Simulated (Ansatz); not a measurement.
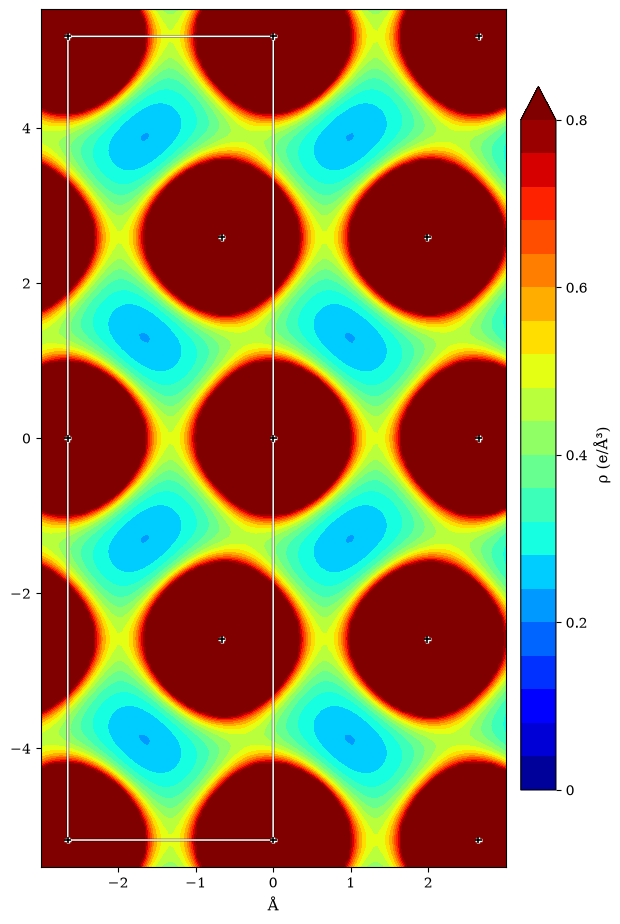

The valence charge density (pseudo) on a plane through atoms (crosses mark nuclei in the plane).

These are results of DFT, BLYP, plane waves (420 eV) with PAW, scalar-relativistic in Ansatz, not measurements.

Candidates:
A. W, a = 2.65 Å, b = 5.34 Å, c = 8.88 Å, α = 90.00°, β = 89.99°, γ = 90.00°. Space group Fddd; set up as W, beta-Sn type; a generated structure, not necessarily the stable one; changed on purpose from its base cell (volume × 0.92); computed pressure about 26 GPa in this cell.
B. Y, a = 3.73 Å, b = 3.73 Å, c = 11.98 Å, α = 90.00°, β = 90.00°, γ = 120.00°. Space group P6₃/mmc; set up as Y, dhcp; a generated structure, not necessarily the stable one; changed on purpose from its base cell (volume × 1.08); computed pressure about −3 GPa in this cell.

**Which system is this?**

Candidate A: W on the (011̄) plane of the conventional cell, which holds W. W–W (2.65 Å): ρ is about 0.48 e/Å³ halfway.
